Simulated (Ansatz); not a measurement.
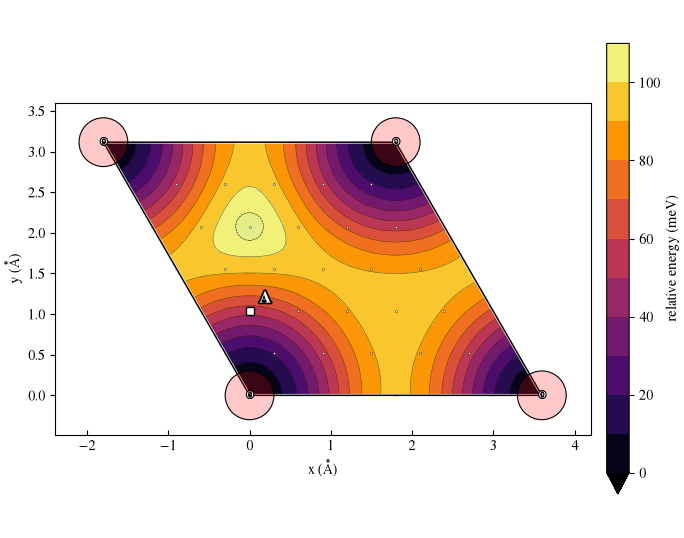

Si on a ZrO₂(111) slab cut from the Fm-3m phase, its upper half relaxed before the scan (6 atoms of substrate and one adsorbate in a 1 × 1 cell). Si is moved over the surface cell at a fixed height above a rigid substrate; the origin of the map has the adsorbate above O6; the height is held at 3.00 Å. Places are given modulo a cell vector. The map is drawn in real space over the plane of the surface. Grid: 6 × 6 points; 10 points were computed and 26 follow by symmetry. All energies are given in meV relative to the lowest grid point. With one adsorbate in each 1 × 1 cell, its nearest image is 3.6 Å away, so neighbouring adsorbates interact. At a fixed height the lowest place need not be the adsorption site. Level of theory: Ansatz, DFT PBE+D3(BJ), scalar-relativistic, plane waves, PAW. Settings: cutoff 420 eV, k-mesh 9×9×1, gaussian smearing 0.05 eV, spin-polarised.

The picture shows filled contours, dots at the grid points, labelled circles for the atoms of the top layer and small ones for the second layer, the outline of one cell of the plane, the point A. Between grid points the surface is interpolated.

Which way does the force act at A, and how strong is it?

Answer. A, at (1/6, 2/6) of the cell vectors, is not a stationary point. The computed force is 0.084 eV/Å in the plane, pointing down in the picture (components 0.000 and −0.084 eV/Å).

PAW datasets: the set soft_1.
